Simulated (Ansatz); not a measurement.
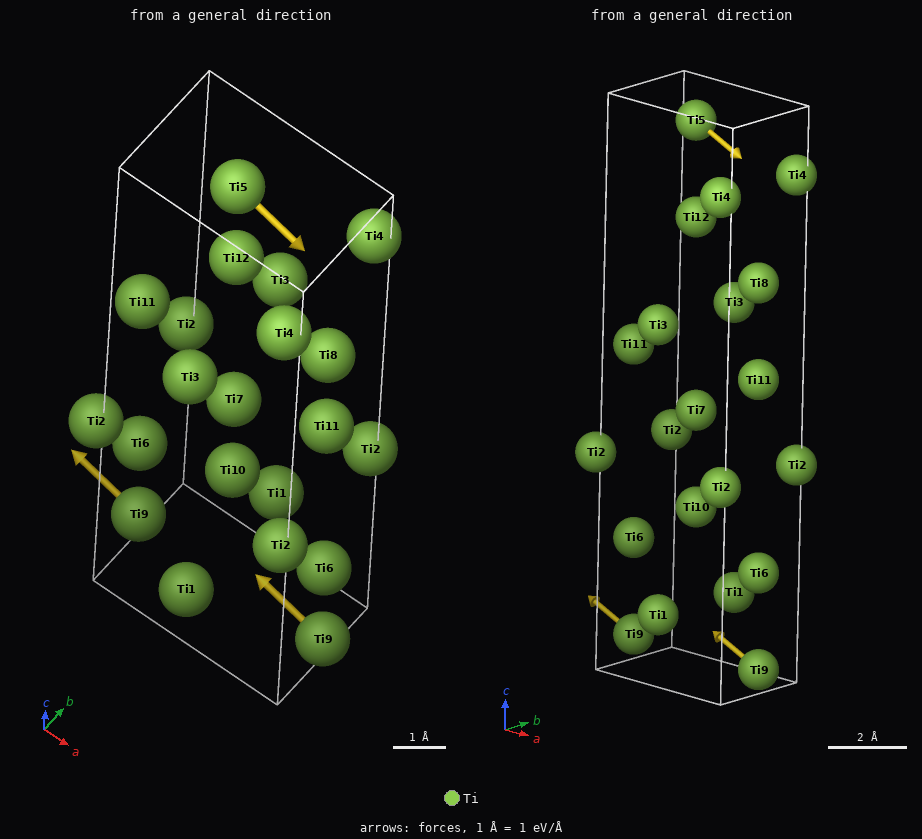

Figure: spheres-only view from two general directions. The simulation cell is outlined; an atom on or near a face, edge or corner is repeated at each equivalent position. The arrows are the computed forces on the atoms.

System: Ti. Electronic-structure method: Ansatz 0.2.0, DFT PBEsol, scalar-relativistic, plane waves, PAW. Parameters: wavefunction cutoff 420 eV, a 10×17×3 grid in reciprocal space, Gaussian smearing of 0.15 eV, no spin polarisation.

### Has this structure been optimised to equilibrium?

No. The atoms still feel forces of up to about 1.3 eV/Å, far above a usual threshold of 0.01 to 0.03 eV/Å.

### Which atom feels the largest force?

Ti5 and Ti9, about 1.3 eV/Å.

It goes back to a structure listed in the Materials Project. The cell was then strained or its atoms displaced on purpose. An electronic-structure calculation with Ansatz was run on it.
